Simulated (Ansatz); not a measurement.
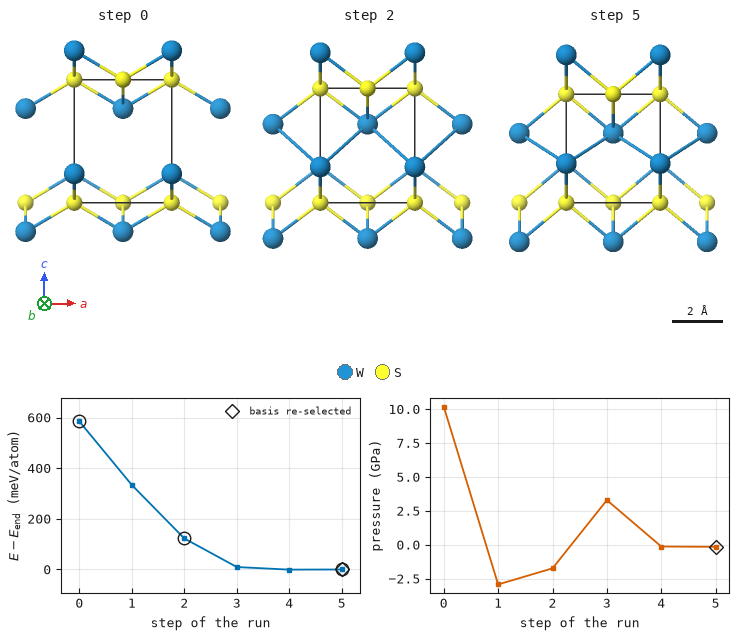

Frames of a relaxation of solid WS (built on the litharge_129 type) (coarse preliminary run), marked on the history of the run. The picture is a ball-and-stick view of the cell of the calculation, seen along the b axis.

Case: litharge type (P4/nmm, No. 129).

All numbers below come from Ansatz 0.2.0, DFT PBE, scalar-relativistic, plane waves, PAW. Settings: plane-wave cutoff 420 eV; k-point mesh 4 × 4 × 4; occupations gaussian; smearing width 0.1 eV; no spin polarisation; cell and atoms relaxed; force threshold 0.04 eV/Å; at most 70 steps.

What happens along the run?

The energy falls by 585 meV per atom in 4 accepted moves (5 points after the start). The largest force component goes from 4 to 0.018 eV/Å. Pressure: 10.19 GPa at the start and −0.15 GPa at the end. At 1 point the geometry stayed and the basis and grid were re-selected for the new cell (energy shift of 0.5 meV per atom at most each time). The largest moves relative to the cell, 0.55 Å, are those of W atoms. S stays in place. Cell: a = b 3.939 → 3.797 Å (−3.6 %), c 4.977 → 4.394 Å (−11.7 %). Volume −18.0 %. Among the contacts that change: W–W 3.835 → 2.952 Å, S–W 2.291 → 2.472 Å. New bonds form: W–W (3.84 → 2.95 Å). Bond angles that change, for instance: S–W–S 118.6° → 100.3°, W–S–W 118.6° → 100.3°, W–S–W 105.1° → 114.2°. The space group stays P4/nmm (No. 129). Cost: 7.3 s on 1 thread of Intel(R) Xeon(R) Platinum 8488C (Sapphire Rapids), with other jobs on the host, peak memory 0.41 GiB. From step 0 to 2: W atoms move most (0.36 Å), volume −12.4 %, energy −462 meV per atom. From step 2 to 5: W atoms move most (0.21 Å), volume −6.3 %, energy −123 meV per atom.

```tsv
step	E − E(0), meV/atom	largest force component, eV/Å	pressure, GPa	volume, Å³/atom	note
0	0.00	3.9596	10.19	19.305	
1	-251.08	1.8169	-2.92	18.661	
2	-462.05	1.8740	-1.73	16.911	
3	-574.88	0.5209	3.30	15.692	
4	-585.08	0.0180	-0.13	15.837	
5	-584.57	0.0184	-0.15	15.837	same geometry, new basis
```

Limits of the set-up: the k-point mesh is coarse for a cell with partly filled bands.
